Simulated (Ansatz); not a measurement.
**Run report: Ge, geometry relaxation (part 1 of 2)**

Ge (slab, 8 atoms in the cell), computed with DFT, PBEsol, dispersion d3bjatm, plane waves, PAW, no spin polarisation (Ansatz 0.2.0).

The structure derives from a Materials Project entry. The input holds or restrains some coordinates. Forces given for the steps count only the free coordinates. Figures and captions count atoms from 1; the log counts them from 0 in places.

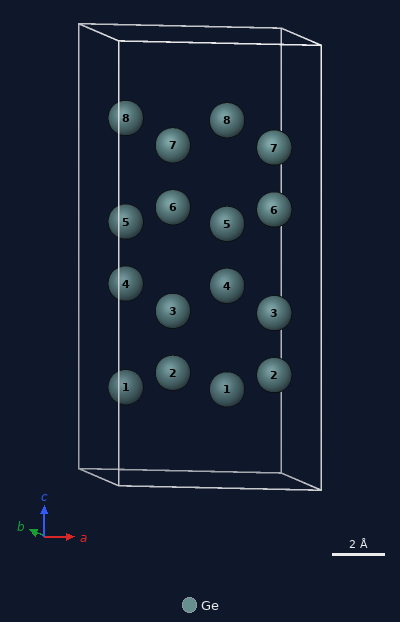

*The input geometry (spheres-only view of the 2 × 1 repeat of the cell, with the vacuum cut short, seen slightly off an axis; atoms are numbered from 1 in the order of the input). An atom can appear more than once, as a periodic image.*

Input
```yaml
crystal:
  lattice:
    - [3.9969678639, 0.0, 0.0]
    - [-1.9984839319, 3.4614757082, 0.0]
    - [0.0, 0.0, 27.7245268541]
  atoms:
    - { symbol: Ge, position: [0.3333333333, 0.6666666667, 0.3065877389] }
    - { symbol: Ge, position: [0.6666666667, 0.3333333333, 0.3365243779] }
    - { symbol: Ge, position: [0.6666666667, 0.3333333333, 0.4255503666] }
    - { symbol: Ge, position: [0.3333333333, 0.6666666667, 0.4554870057] }
    - { symbol: Ge, position: [0.3333333333, 0.6666666667, 0.5445129943] }
    - { symbol: Ge, position: [0.6666666667, 0.3333333333, 0.5744496334] }
    - { symbol: Ge, position: [0.6666666667, 0.3333333333, 0.6634756221] }
    - { symbol: Ge, position: [0.3333333333, 0.6666666667, 0.6934122611] }
basis:
  ecutwfc: 420
kpoints:
  mp_grid: { grid: [3, 3, 1] }
hamiltonian:
  xc: pbesol
  pseudopotentials: { kind: paw, source: ansatz }
  dispersion: d3bjatm
scf:
  occupations: { method: gaussian, width: 0.1 }
output:
  forces: true
  eigenvalues: true
relax:
  adjacent_minimum: "off"
  f_tol: 0.03
  max_steps: 70
  constraints: [{ sites: [0, 1, 2, 3] }]
efield:
  axis: 3
  dipole_correction: true
  ramp_width: 0.04
```

Launched with:
```bash
ansatz run input.yaml --threads 2 --pin off --max-ram 5120MiB --backend cpu --events-out ev --progress --plain --runs-dir out
```

The program's output
```
Warning: basis.ecutwfc = 420 eV is below the records' recommended 820 eV, and the density's cutoff is lower with it unless basis.ecutrho_ratio is high enough to keep the records' density cutoff: compare with a run at a higher cutoff
The last accepted step is kept in [file] (removed where the run ends without a failure and the disk answers)
Engine: ansatz 0.2.0, x86_64-unknown-linux-gnu
Pseudopotentials: kind: paw
Pseudopotential: Ge, paw, valence charge 14, recommended cutoff 820 eV (normal), Ge.paw.azcp
Functional definition: PBEsol
  exchange = pbesol_x
  correlation = pbesol_c
Crystal: 8 atoms, lattice volume = 383.580 Å³
Basis set: ecut = 420 eV, 7581 PW (Γ), exchange–correlation on 54×54×384 points (8 copies of the dense FFT grid, shifted against one another)
Bands: 68, of which v1, the nominal top of the filled ones, is band 56 counted from 1 (55 counted from 0)
Symmetry: 6 space group operations
k-points: 3 of 9 (time reversal used)
Non-local potential: Ge, projectors of the file, l = 0: 2, l = 1: 2, l = 2: 2, l = 3: 2
PAW form: soft (Blöchl's): semilocal exchange-correlation on the pseudo side does not see the compensation charge
PAW frozen core: Ge, regenerated for the run's functional, and the local potential with it (the file was generated under x = pbe(κ = 0.804, μ = 0.2195149727645171), c = pbe(β = 0.06672455060314922))
PAW one-centre angular grid: Ge, 590 points (default); XC on 64 Gauss nodes
Initial density: superposition of atomic densities (neutral atoms: chi_scale 0, normalization atom)
Initial wavefunctions: pseudopotential atomic-orbital guess
Functional: x = pbesol(κ = 0.804, μ = 0.12345679012345678), c = pbesol(β = 0.046)
SCF iter   1: F=—  HF=-34009.012302 eV  |F-HF|=—  |Δ(HF+E_count)|=         —  Δρ=5.93e-2  dr2=5.87e0  ethr=3.10e-3  p=0.000 e·Å  D=2.33e-13 V/Å  ΔV_dip=-0.00 eV  dr2_dipole=1.40e-8  V_vac-E_F(+/−)=5.94/5.94 eV  ⟨swp⟩=8.3  Hψ=965  notcnv=0  defer=1
efield: sawtooth ramp at fractional position 0.9800 (placed from the atoms, in the widest stretch of the axis that holds none; the zero of the levels goes with the place), width 0.0400; the density the first Hamiltonian is built on has a dipole p = 0.000 e·Å; the dipole correction subtracts the counter field D = 2.33e-13 V/Å, which shifts the + side's vacuum level by -0.00 eV against the − side's; the planar-averaged density in the ramp window peaks in size at 2.8e-5 e/Å³
preconditioner: auto → LDOS  [insulator: Δε(μ)=0.371 eV  Ē_g=21.957 eV  σ=0.100 eV  W_gap=0.73  n_scr=84 (ndim 8)  ℏωp=20.1 eV  f_vac=0.493  D(μ)=8.19/eV (n_scr^D=58)  ε∞_Penn≈1.8  β→1.0]
SCF iter   2: F=—  HF=-34006.089670 eV  |F-HF|=—  |Δ(HF+E_count)|=    2.92e0  Δρ=4.09e-2  dr2=5.41e0  ethr=3.10e-3  p=0.000 e·Å  D=7.44e-6 V/Å  ΔV_dip=-0.00 eV  dr2_dipole=1.92e-7  V_vac-E_F(+/−)=5.92/5.92 eV  ⟨swp⟩=4.0  Hψ=617  notcnv=0  defer=20
SCF iter   3: F=—  HF=-34000.703147 eV  |F-HF|=—  |Δ(HF+E_count)|=    5.39e0  Δρ=5.48e-3  dr2=3.48e-1  ethr=3.10e-3  p=0.000 e·Å  D=5.67e-6 V/Å  ΔV_dip=-0.00 eV  dr2_dipole=4.51e-7  V_vac-E_F(+/−)=5.37/5.37 eV  ⟨swp⟩=3.0  Hψ=381  notcnv=0  defer=20
SCF iter   4: F=—  HF=-34000.650700 eV  |F-HF|=—  |Δ(HF+E_count)|=   5.24e-2  Δρ=1.66e-3  dr2=6.89e-2  ethr=3.10e-4  p=0.000 e·Å  D=1.41e-6 V/Å  ΔV_dip=-0.00 eV  dr2_dipole=5.02e-7  V_vac-E_F(+/−)=4.98/4.98 eV  ⟨swp⟩=2.0  Hψ=301  notcnv=0  defer=20
SCF iter   5: F=—  HF=-34000.643829 eV  |F-HF|=—  |Δ(HF+E_count)|=   6.87e-3  Δρ=8.15e-4  dr2=2.45e-2  ethr=6.15e-5  p=-0.000 e·Å  D=-2.27e-7 V/Å  ΔV_dip=0.00 eV  dr2_dipole=1.77e-8  V_vac-E_F(+/−)=4.84/4.84 eV  ⟨swp⟩=2.0  Hψ=348  notcnv=0  defer=20
SCF iter   6: F=—  HF=-34000.641913 eV  |F-HF|=—  |Δ(HF+E_count)|=   1.92e-3  Δρ=4.19e-4  dr2=2.52e-3  ethr=2.18e-5  p=-0.000 e·Å  D=-2.78e-7 V/Å  ΔV_dip=0.00 eV  dr2_dipole=3.38e-9  V_vac-E_F(+/−)=4.74/4.74 eV  ⟨swp⟩=2.0  Hψ=209  notcnv=0  defer=20
SCF iter   7: F=—  HF=-34000.641957 eV  |F-HF|=—  |Δ(HF+E_count)|=   4.37e-5  Δρ=1.66e-4  dr2=6.54e-4  ethr=2.25e-6  p=0.000 e·Å  D=3.36e-7 V/Å  ΔV_dip=-0.00 eV  dr2_dipole=9.75e-9  V_vac-E_F(+/−)=4.72/4.72 eV  ⟨swp⟩=2.0  Hψ=215  notcnv=0  defer=20
SCF iter   8: F=—  HF=-34000.641926 eV  |F-HF|=—  |Δ(HF+E_count)|=   3.05e-5  Δρ=6.05e-5  dr2=4.95e-5  ethr=5.84e-7  p=0.000 e·Å  D=2.13e-7 V/Å  ΔV_dip=-0.00 eV  dr2_dipole=1.70e-9  V_vac-E_F(+/−)=4.72/4.72 eV  ⟨swp⟩=2.0  Hψ=250  notcnv=0  defer=20
SCF iter   9: F=-34000.641918 eV  HF=-34000.641928 eV  |F-HF|=9.85e-6  |Δ(HF+E_count)|=   1.69e-6  Δρ=2.76e-5  dr2=1.24e-5  ethr=2.01e-8  p=0.000 e·Å  D=7.20e-8 V/Å  ΔV_dip=-0.00 eV  dr2_dipole=6.26e-10  V_vac-E_F(+/−)=4.72/4.72 eV  ⟨swp⟩=14.7  Hψ=1339  notcnv=0
WARN: efield: at this solve's end the planar-averaged density reaches 1.98e-5 e/Å³ inside the ramp window [0.9439, 0.0561] (bound 1e-5 e/Å³), and 1.22e-5 e/Å³ on another of its planes; by the running means of the window's planes the mean density over a ramp is at most 1.94e-5 e/Å³, which is held to the bound (the quickstart, § The vacuum guard, A window that rings); the window's nearer edge stands 6.95 Å from this solve's nearest atom along the axis. Its work functions, free energy, forces, stress, dipole, levels and responses can be off, and this figure does not tell by how much. A short vacuum, a low `basis.ecutwfc` or `basis.ecutrho_ratio` and negative occupations (`scf.occupations.method`) can put density there. See the manual's quickstart, § The vacuum guard
SCF 1 converged in 9 iterations: F = -34000.641918 eV  dr2 = 1.24e-5
  greatest PAW one-centre occupation: 1.025 electrons in one spin orbital (limit 2), on the Ge atom at site 7 (counted from 0), in its partial waves of l = 2
relax step   1: F+E_penalty+E_count = -34000.64191832 eV  Δ(F+E_penalty+E_count) = +0.000e0 eV  max|allowed force component| = 4.770e-1 eV/Å  Δτ_max = 0.0000 Å  (9 SCF iters, dr2 threshold 2.25e-5 eV, accepted)
Initial density: handed on by an earlier stage of this run
Initial wavefunctions: those handed on with the density
iter 1 solved again at ethr=1.16e-4 eV; its pass at ethr=3.10e-3 eV (dr2=1.30e-1 eV) is discarded
SCF iter   1: F=—  HF=-34000.609711 eV  |F-HF|=—  |Δ(HF+E_count)|=         —  Δρ=1.39e-2  dr2=1.30e-1  ethr=1.16e-4  p=0.000 e·Å  D=6.94e-6 V/Å  ΔV_dip=-0.00 eV  dr2_dipole=2.60e-4  V_vac-E_F(+/−)=4.72/4.72 eV  ⟨swp⟩=2.0  Hψ=934  notcnv=0  defer=6
efield: sawtooth ramp at fractional position 0.9800 (handed on by an earlier solve), width 0.0400; the density the first Hamiltonian is built on has a dipole p = 0.000 e·Å; the dipole correction subtracts the counter field D = 6.94e-6 V/Å, which shifts the + side's vacuum level by -0.00 eV against the − side's; the planar-averaged density in the ramp window peaks in size at 3.8e-5 e/Å³
preconditioner: auto → LDOS  [insulator: Δε(μ)=0.129 eV  Ē_g=24.043 eV  σ=0.100 eV  W_gap=0.60  n_scr=84 (ndim 8)  ℏωp=20.1 eV  f_vac=0.509  D(μ)=9.50/eV (n_scr^D=72)  ε∞_Penn≈1.7  β→1.0]
SCF iter   2: F=—  HF=-34000.673536 eV  |F-HF|=—  |Δ(HF+E_count)|=   6.38e-2  Δρ=1.69e-3  dr2=2.56e-2  ethr=1.16e-4  p=-0.002 e·Å  D=-9.79e-4 V/Å  ΔV_dip=0.03 eV  dr2_dipole=7.63e-4  V_vac-E_F(+/−)=4.74/4.71 eV  ⟨swp⟩=2.0  Hψ=367  notcnv=0  defer=6
SCF iter   3: F=—  HF=-34000.669640 eV  |F-HF|=—  |Δ(HF+E_count)|=   3.90e-3  Δρ=7.00e-4  dr2=6.64e-3  ethr=2.29e-5  p=-0.002 e·Å  D=-1.03e-3 V/Å  ΔV_dip=0.03 eV  dr2_dipole=1.82e-3  V_vac-E_F(+/−)=4.74/4.71 eV  ⟨swp⟩=2.3  Hψ=336  notcnv=0  defer=6
SCF iter   4: F=—  HF=-34000.669426 eV  |F-HF|=—  |Δ(HF+E_count)|=   2.14e-4  Δρ=4.08e-4  dr2=3.82e-3  ethr=5.93e-6  p=-0.002 e·Å  D=-1.07e-3 V/Å  ΔV_dip=0.03 eV  dr2_dipole=9.75e-5  V_vac-E_F(+/−)=4.74/4.71 eV  ⟨swp⟩=2.3  Hψ=363  notcnv=0  defer=6
SCF iter   5: F=—  HF=-34000.668999 eV  |F-HF|=—  |Δ(HF+E_count)|=   4.27e-4  Δρ=1.89e-4  dr2=1.22e-3  ethr=3.41e-6  p=-0.002 e·Å  D=-9.82e-4 V/Å  ΔV_dip=0.03 eV  dr2_dipole=5.95e-4  V_vac-E_F(+/−)=4.73/4.70 eV  ⟨swp⟩=2.0  Hψ=202  notcnv=0  defer=6
SCF iter   6: F=—  HF=-34000.668923 eV  |F-HF|=—  |Δ(HF+E_count)|=   7.55e-5  Δρ=8.80e-5  dr2=3.10e-4  ethr=1.09e-6  p=-0.002 e·Å  D=-8.34e-4 V/Å  ΔV_dip=0.02 eV  dr2_dipole=2.02e-4  V_vac-E_F(+/−)=4.72/4.70 eV  ⟨swp⟩=2.0  Hψ=200  notcnv=0  defer=6
SCF iter   7: F=—  HF=-34000.668924 eV  |F-HF|=—  |Δ(HF+E_count)|=   6.03e-7  Δρ=2.82e-5  dr2=6.67e-5  ethr=2.76e-7  p=-0.001 e·Å  D=-5.92e-4 V/Å  ΔV_dip=0.02 eV  dr2_dipole=4.26e-5  V_vac-E_F(+/−)=4.72/4.70 eV  ⟨swp⟩=1.7  Hψ=198  notcnv=0  defer=6
SCF iter   8: F=-34000.668912 eV  HF=-34000.668922 eV  |F-HF|=9.90e-6  |Δ(HF+E_count)|=   2.00e-6  Δρ=1.26e-5  dr2=6.87e-6  ethr=1.27e-8  p=-0.001 e·Å  D=-5.10e-4 V/Å  ΔV_dip=0.01 eV  dr2_dipole=3.29e-6  V_vac-E_F(+/−)=4.72/4.70 eV  ⟨swp⟩=12.0  Hψ=1120  notcnv=0
WARN: efield: at this solve's end the planar-averaged density reaches 1.89e-5 e/Å³ inside the ramp window [0.9439, 0.0561] (bound 1e-5 e/Å³), and 1.40e-5 e/Å³ on another of its planes; the window's nearer edge stands 6.95 Å from this solve's nearest atom along the axis. Its work functions, free energy, forces, stress, dipole, levels and responses can be off, and this figure does not tell by how much. A short vacuum, a low `basis.ecutwfc` or `basis.ecutrho_ratio` and negative occupations (`scf.occupations.method`) can put density there. See the manual's quickstart, § The vacuum guard
SCF 2 converged in 8 iterations: F = -34000.668912 eV  dr2 = 6.87e-6
relax step   2: F+E_penalty+E_count = -34000.66891183 eV  Δ(F+E_penalty+E_count) = -2.699e-2 eV  max|allowed force component| = 5.978e-2 eV/Å  Δτ_max = 0.1254 Å  (8 SCF iters, dr2 threshold 1.42e-5 eV, accepted)
SCF iter   1: F=—  HF=-34000.668588 eV  |F-HF|=—  |Δ(HF+E_count)|=         —  Δρ=1.08e-3  dr2=8.79e-4  ethr=6.63e-6  p=-0.001 e·Å  D=-5.10e-4 V/Å  ΔV_dip=0.01 eV  dr2_dipole=6.54e-5  V_vac-E_F(+/−)=4.72/4.70 eV  ⟨swp⟩=3.0  Hψ=481  notcnv=0  defer=20
efield: sawtooth ramp at fractional position 0.9800 (handed on by an earlier solve), width 0.0400; the density the first Hamiltonian is built on has a dipole p = -0.001 e·Å; the dipole correction subtracts the counter field D = -5.10e-4 V/Å, which shifts the + side's vacuum level by +0.01 eV against the − side's; the planar-averaged density in the ramp window peaks in size at 2.1e-5 e/Å³
preconditioner: auto → LDOS  [insulator: Δε(μ)=0.121 eV  Ē_g=24.044 eV  σ=0.100 eV  W_gap=0.58  n_scr=84 (ndim 8)  ℏωp=20.1 eV  f_vac=0.508  D(μ)=9.61/eV (n_scr^D=72)  ε∞_Penn≈1.7  β→1.0]
SCF iter   2: F=—  HF=-34000.669091 eV  |F-HF|=—  |Δ(HF+E_count)|=   5.04e-4  Δρ=1.36e-4  dr2=9.05e-5  ethr=7.85e-7  p=-0.001 e·Å  D=-4.26e-4 V/Å  ΔV_dip=0.01 eV  dr2_dipole=1.46e-6  V_vac-E_F(+/−)=4.72/4.70 eV  ⟨swp⟩=2.0  Hψ=398  notcnv=0  defer=20
SCF iter   3: F=—  HF=-34000.669285 eV  |F-HF|=—  |Δ(HF+E_count)|=   1.94e-4  Δρ=4.10e-5  dr2=1.04e-5  ethr=8.08e-8  p=-0.001 e·Å  D=-3.93e-4 V/Å  ΔV_dip=0.01 eV  dr2_dipole=5.61e-9  V_vac-E_F(+/−)=4.71/4.70 eV  ⟨swp⟩=2.0  Hψ=352  notcnv=0  defer=20
SCF iter   4: F=—  HF=-34000.669285 eV  |F-HF|=—  |Δ(HF+E_count)|=   3.94e-7  Δρ=1.53e-5  dr2=5.82e-6  ethr=9.32e-9  p=-0.001 e·Å  D=-3.71e-4 V/Å  ΔV_dip=0.01 eV  dr2_dipole=1.19e-7  V_vac-E_F(+/−)=4.71/4.70 eV  ⟨swp⟩=2.0  Hψ=345  notcnv=0  defer=20
SCF iter   5: F=—  HF=-34000.669284 eV  |F-HF|=—  |Δ(HF+E_count)|=   3.71e-7  Δρ=1.35e-5  dr2=3.04e-6  ethr=5.20e-9  p=-0.001 e·Å  D=-3.57e-4 V/Å  ΔV_dip=0.01 eV  dr2_dipole=9.62e-7  V_vac-E_F(+/−)=4.71/4.70 eV  ⟨swp⟩=2.7  Hψ=347  notcnv=0  defer=20
SCF iter   6: F=—  HF=-34000.669284 eV  |F-HF|=—  |Δ(HF+E_count)|=   8.24e-8  Δρ=6.09e-6  dr2=1.25e-6  ethr=2.71e-9  p=-0.001 e·Å  D=-3.48e-4 V/Å  ΔV_dip=0.01 eV  dr2_dipole=5.19e-7  V_vac-E_F(+/−)=4.71/4.70 eV  ⟨swp⟩=1.7  Hψ=239  notcnv=0  defer=20
SCF iter   7: F=—  HF=-34000.669284 eV  |F-HF|=—  |Δ(HF+E_count)|=   5.44e-8  Δρ=2.41e-6  dr2=1.33e-7  ethr=1.12e-9  p=-0.001 e·Å  D=-3.51e-4 V/Å  ΔV_dip=0.01 eV  dr2_dipole=8.92e-8  V_vac-E_F(+/−)=4.71/4.70 eV  ⟨swp⟩=2.0  Hψ=203  notcnv=0  defer=20
SCF iter   8: F=-34000.669284 eV  HF=-34000.669284 eV  |F-HF|=4.36e-9  |Δ(HF+E_count)|=   1.31e-8  Δρ=5.31e-7  dr2=3.72e-9  ethr=8.93e-11  p=-0.001 e·Å  D=-3.56e-4 V/Å  ΔV_dip=0.01 eV  dr2_dipole=1.80e-9  V_vac-E_F(+/−)=4.71/4.70 eV  ⟨swp⟩=12.3  Hψ=998  notcnv=0
WARN: efield: at this solve's end the planar-averaged density reaches 1.92e-5 e/Å³ inside the ramp window [0.9439, 0.0561] (bound 1e-5 e/Å³), and 1.37e-5 e/Å³ on another of its planes; by the running means of the window's planes the mean density over a ramp is at most 1.92e-5 e/Å³, which is held to the bound (the quickstart, § The vacuum guard, A window that rings); the window's nearer edge stands 6.95 Å from this solve's nearest atom along the axis. Its work functions, free energy, forces, stress, dipole, levels and responses can be off, and this figure does not tell by how much. A short vacuum, a low `basis.ecutwfc` or `basis.ecutrho_ratio` and negative occupations (`scf.occupations.method`) can put density there. See the manual's quickstart, § The vacuum guard
SCF 3 converged in 8 iterations: F = -34000.669284 eV  dr2 = 3.72e-9
relax step   3: F+E_penalty+E_count = -34000.66928419 eV  Δ(F+E_penalty+E_count) = -3.724e-4 eV  max|allowed force component| = 6.362e-3 eV/Å  Δτ_max = 0.0117 Å  (8 SCF iters, accepted)
```
